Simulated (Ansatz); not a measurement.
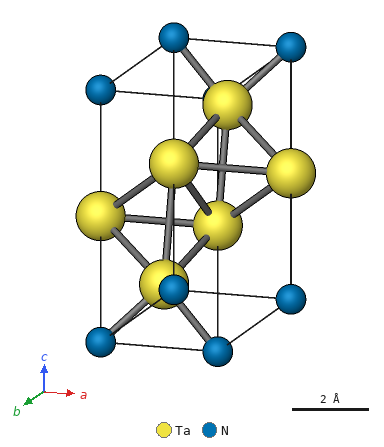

Ball-and-stick representation of a periodic structure, projected from a general direction. Atoms at the boundary of the conventional unit cell (the box) are drawn once for each face, edge or corner they touch.

Ta3N, space group P-3m1 (No. 164), a = 3.12 Å, b = 3.12 Å, c = 8.05 Å, α = 90.00°, β = 90.00°, γ = 120.00°.

Level of theory and settings: Ansatz, DFT PBEsol, scalar-relativistic, plane waves, PAW, plane-wave cutoff 420 eV, an 18×18×8 sampling of the Brillouin zone, Gaussian smearing of 0.15 eV, no spin polarisation.

> How large a gap does the method give, if there is one?

A metal: bands cross the Fermi level.

> Under what pressure is the structure?

The computed pressure is -29.7 GPa (stretched: it would shrink). The stress isn't hydrostatic: its largest component is 32.1 GPa.

Starting structure: a structure listed in the Materials Project. The cell was then strained or its atoms displaced on purpose. Ansatz was used for an electronic-structure calculation on it.

At this level of theory the run's own cell isn't at rest (stretched, at -30 GPa and forces up to 0.7 eV/Å), so its distances can differ from those at equilibrium, the more so the softer the solid.
